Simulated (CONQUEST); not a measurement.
## Energy of PbO2 along an even scaling of the cell

System: PbO2 (Fm-3m, 6 atoms in the cell).
Method: Kohn-Sham DFT of a periodic cell, PBE, PseudoDojo NC PBE, no spin polarisation (CONQUEST 1.3).

The 7 runs differ only in the geometry, by an even scaling of the cell at fixed fractional positions. The structure derives from a Materials Project entry.

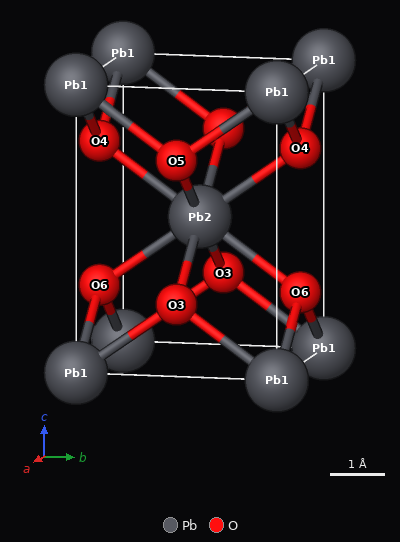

Figure 1. The structure of run 4 (ball-and-stick view of the cell of the calculation, seen slightly off an axis; atoms are numbered from 1 in the order of the input).

**Input of run 4**
```
IO.Title PbO2
IO.Coordinates coords.dat
IO.FractionalAtomicCoords T
IO.Iprint 2
IO.Iprint_init 1
General.NumberOfSpecies 2
General.PseudopotentialType hamann
AtomMove.TypeOfRun static
AtomMove.FullStress T
Grid.PointsAlongX 40
Grid.PointsAlongY 40
Grid.PointsAlongZ 60
DM.SolutionMethod diagon
Diag.MPMesh T
Diag.GammaCentred T
Diag.MPMeshX 7
Diag.MPMeshY 7
Diag.MPMeshZ 5
Diag.kT 0.00183747
minE.SCTolerance 1e-6
SC.MaxIters 100
IO.AtomChargeOutput T
%block ChemicalSpeciesLabel
1 207.200 Pb
2 16.000 O
%endblock
```

Command:
```bash
Conquest
```

Lattice vectors (Å) and fractional positions of run 4:
```
   3.821194    0.000000    0.000000
   0.000000    3.821194    0.000000
   0.000000    0.000000    5.403984
Pb  0.000000  0.000000  0.000000
Pb  0.500000  0.500000  0.500000
O   0.000000  0.500000  0.250000
O   0.500000  0.000000  0.750000
O   0.000000  0.500000  0.750000
O   0.500000  0.000000  0.250000
```

Run 3 has the same physical settings and fractional positions; its lattice vectors (Å) are:
```
   3.795547    0.000000    0.000000
   0.000000    3.795547    0.000000
   0.000000    0.000000    5.367715
```

**Results, with one run withheld**

```csv
run,volume per atom (Å³),"free energy per atom, from the lowest run given (meV)",pressure (GPa)
1,12.362,55.99,15.84
2,12.625,33.76,11.04
3,12.888,?,?
4,13.151,7.94,5.24
5,13.414,1.60,2.68
6,13.677,0.00,−0.83
7,13.940,2.63,−2.23
```

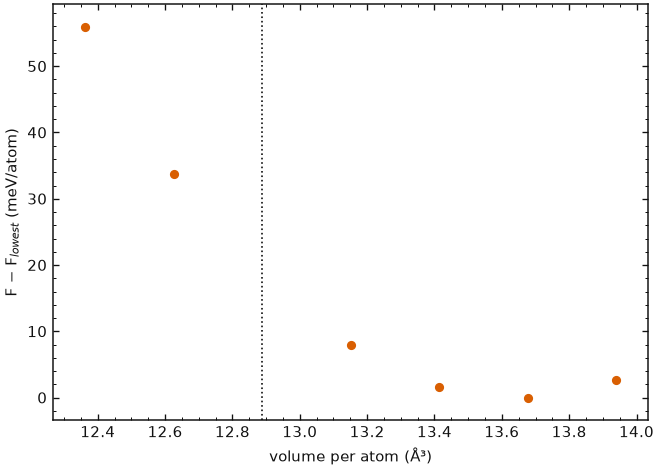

Figure 2. Free energy per atom of the runs given; the dotted line marks run 3.

Estimate the energy of run 3 from the others.

A cubic polynomial in V^(−2/3) (the Birch–Murnaghan form), fitted to the 6 runs given, misses them by at most 0.39 meV per atom. With x = V^(−2/3) − 0.17927 Å⁻², it reads F = 6.8399 + 3218.7 x + 3.9204e+05 x² + 7.1527e+05 x³ (meV per atom). At run 3 it gives 18.13 meV per atom, and the run itself gives 18.30. The slope of the fit gives a pressure −dF/dV of 8.01 GPa there, and the run prints 7.77 GPa. The two needn't agree exactly: the fit is approximate, and the printed stress is taken on a finite basis. The fit has its minimum at 13.646 Å³ per atom, where V d²F/dV² gives 123 GPa: the bulk modulus at this level, since symmetry fixes the shape and the positions.

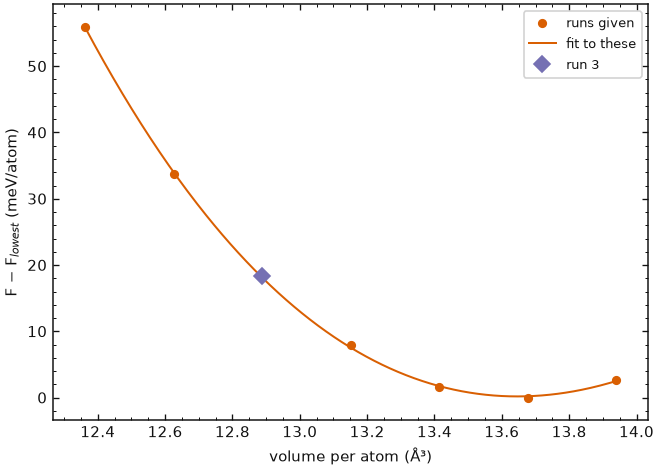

Figure 3. The fit and the withheld run.

**Some lines of the output (run 3)**
```
[...]
          DFT Total Energy                 :      -206.601247297014652 Ha
          Free Energy (E-TS)               :      -206.684401906302043 Ha
          DFT Total Energy                 :      -206.682598303574537 Ha
          Free Energy (E-TS)               :      -206.683679878261131 Ha
          DFT Total Energy                 :      -206.683266079762404 Ha
          Free Energy (E-TS)               :      -206.683665492291084 Ha
          DFT Total Energy                 :      -206.683276947229871 Ha
          Free Energy (E-TS)               :      -206.683666490876391 Ha
          DFT Total Energy                 :      -206.683277709755856 Ha
          Free Energy (E-TS)               :      -206.683666465568280 Ha
          DFT Total Energy                 :      -206.683277727249049 Ha
      | Free Energy as E-TS      =      -206.683666465568280 Ha
      |* DFT total energy        =      -206.683277727249049 Ha
    force: Average pressure:      7.76951695 GPa
```

Notes: Spin–orbit coupling is left out, which matters for Pb. With a small basis of atomic orbitals these values can differ much from converged plane-wave results.
